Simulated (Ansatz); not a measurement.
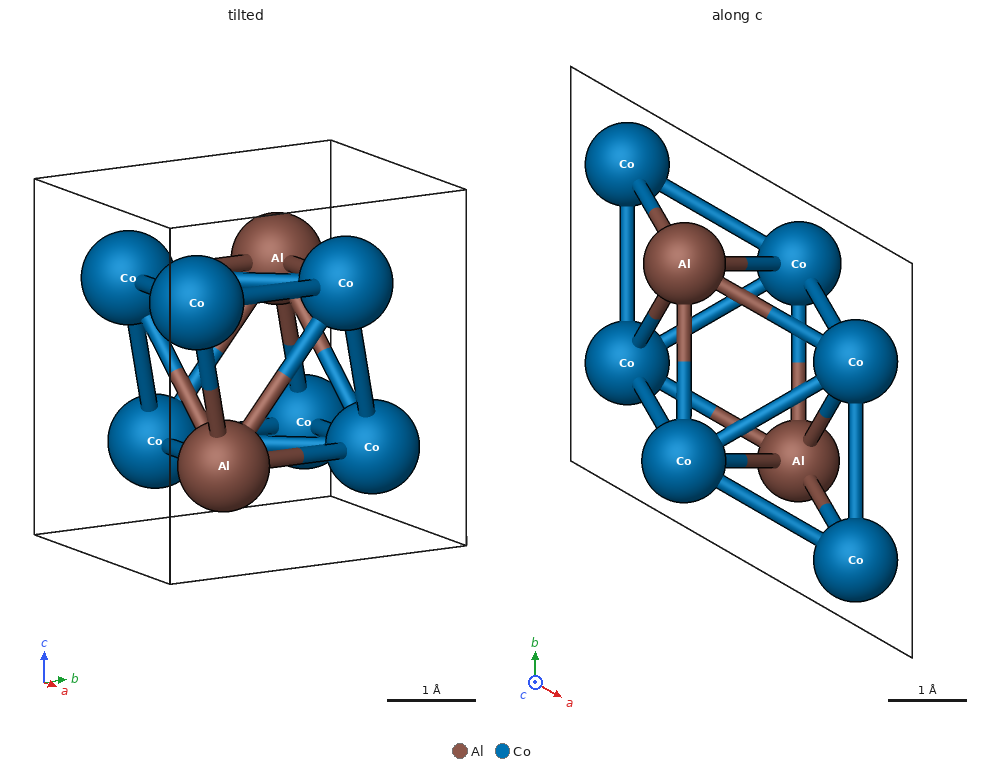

The crystal in a ball-and-stick representation, seen slightly off an axis and along the c axis. Lines trace the edges of the conventional unit cell. Cell: a = 5.06 Å, b = 5.06 Å, c = 4.11 Å, α = 90.00°, β = 90.00°, γ = 120.00°.

The structure was taken from a structure listed in the Materials Project. Earlier steps of the study may have refined or changed the cell and positions. Ansatz was used for an electronic-structure calculation on it.

Q: Give a description of the structure.

A: Formula: AlCo$_{3}$. Space group P6_3/mmc (No. 194), lattice primitive hexagonal. The cell comprises 2 formula units: 2 Al, 6 Co. The coordination shell of Al holds twelve Co in an anticuboctahedral arrangement at about 2.5 Å. Co bonds to eight Co and four Al in an anticuboctahedral arrangement (about 2.5 Å to Co, 2.5 Å to Al). The bonds build a three-dimensional framework.

Level of theory and settings: Ansatz 0.2.0, DFT PBEsol, scalar-relativistic, plane waves, PAW, E_cut = 420 eV, 12×12×10 k-mesh, Gaussian smearing of 0.1 eV, collinear spins.

Q: Which atoms carry magnetic moments in this run, and how do they order?

A: The state reached is ferromagnetic. Sizes: Co 1.3 μB; net moment 7.6 μB in the run's cell of 8 atoms.

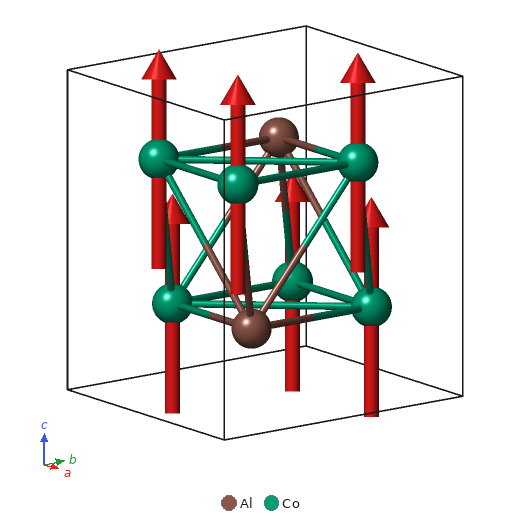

Site moments above 0.25 μB as arrows, small induced ones on non-metal atoms left out (red along the largest or up, blue against, purple across). The run's cell of 8 atoms is drawn.

Q: Metal or not?

A: A metal: bands cross the Fermi level.

Q: Give the Bader charge of each element.

A: Al +1.78 e; Co -0.59 e.

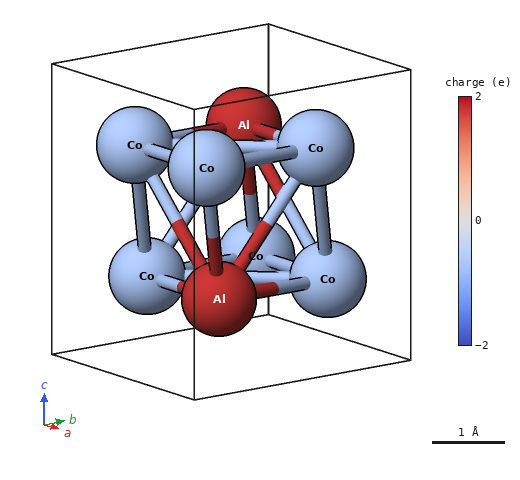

The atoms coloured by those charges. The run's cell of 8 atoms is drawn.

Q: Are forces and stress small enough to call this relaxed?

A: No. The largest force is 0.08 eV/Å, on Co. The pressure is -7.6 GPa, so the cell would contract.
